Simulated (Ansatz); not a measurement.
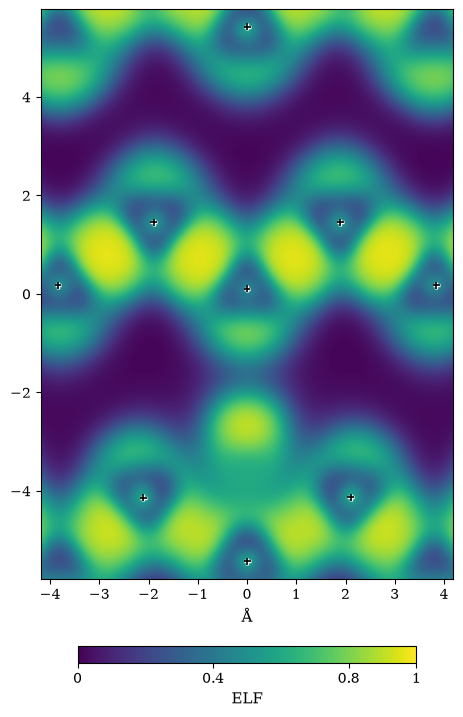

The ELF on a plane through atoms (crosses mark nuclei in the plane).

Computed with DFT PBE, scalar-relativistic, plane waves, PAW in Ansatz.

Candidates:
A. Si (cell with a defect), a = 7.68 Å, b = 7.68 Å, c = 7.68 Å, α = 60.00°, β = 60.00°, γ = 60.00°. PAW files of the earlier set (soft_1).
B. TiSi16 (cell with a defect), a = 7.68 Å, b = 7.68 Å, c = 7.68 Å, α = 60.00°, β = 60.00°, γ = 60.00°. Computed without spin polarisation; PAW files of the earlier set (soft_1).

Question: Which candidate gave the map?

Answer: Candidate A: Si on the (101̄) plane of the calculation cell, which holds Si. Si–Si (2.34 Å): the ELF peaks at about 0.95 between the atoms (a covalent bond). Si–Si (2.47 Å): the ELF peaks at about 0.90 between the atoms.
